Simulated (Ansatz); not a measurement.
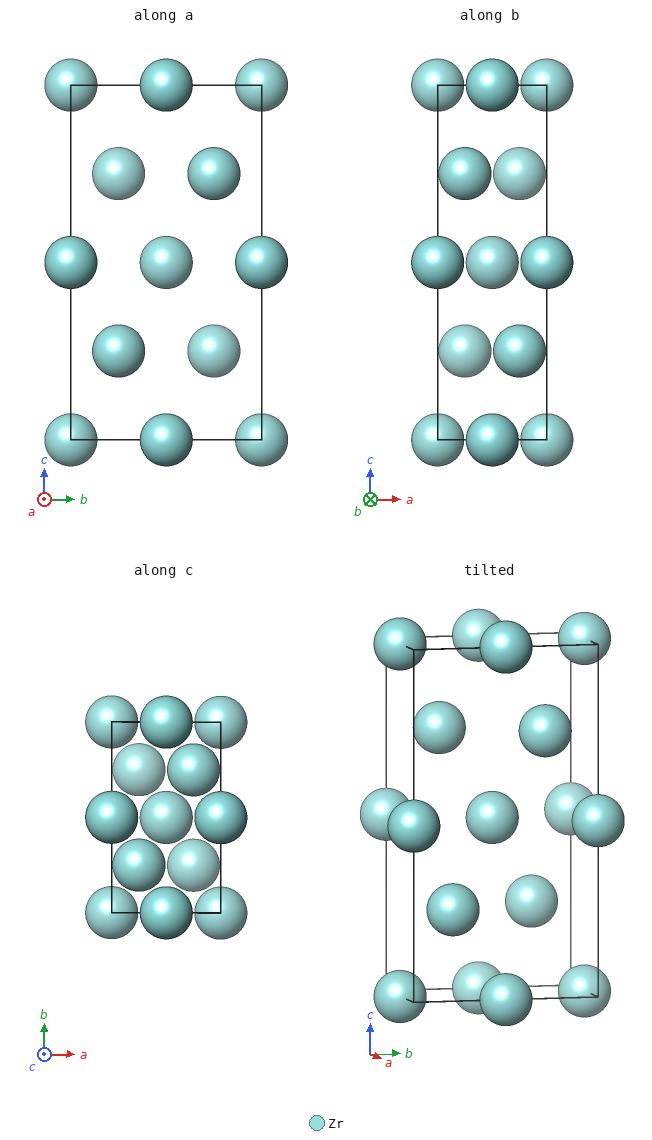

The structure above is drawn in spheres-only style and viewed along the a axis, along the b axis, along the c axis and slightly off an axis. Thin lines show the drawn cell (a repeat of the simulation cell), with boundary atoms drawn in all their periodic places.

Lattice parameters: a = 3.0566 Å, b = 5.3421 Å, c = 9.9375 Å, α = 90.000°, β = 90.000°, γ = 90.213°.

Question: Set out the cell and atoms as a CIF in P1 with every atom of the cell.

Answer:
```cif
data_structure
_symmetry_space_group_name_H-M 'P 1'
_symmetry_Int_Tables_number 1
_cell_length_a 3.0566
_cell_length_b 5.3421
_cell_length_c 9.9375
_cell_angle_alpha 90.000
_cell_angle_beta 90.000
_cell_angle_gamma 90.213
_cell_volume 162.26
loop_
_atom_site_label
_atom_site_type_symbol
_atom_site_fract_x
_atom_site_fract_y
_atom_site_fract_z
_atom_site_occupancy
Zr1 Zr 0.7500 0.7500 0.7505 1
Zr2 Zr 0.5000 0.5000 0.5000 1
Zr3 Zr 0.2500 0.7500 0.2505 1
Zr4 Zr 0.7500 0.2500 0.2505 1
Zr5 Zr 0.0000 0.5000 0.0000 1
Zr6 Zr 0.5000 0.0000 0.0000 1
Zr7 Zr 0.2500 0.2500 0.7505 1
Zr8 Zr 0.0000 0.0000 0.5000 1
```

The cell started as a structure type filled with this element by a generator (whether the element takes this form wasn't checked). Earlier steps of the study may have refined or changed the cell and positions. It was run through Ansatz as a DFT input.

At this level of theory the cell isn't at rest (compressed, at 14 GPa), so its distances can differ from those at equilibrium, the more so the softer the solid.
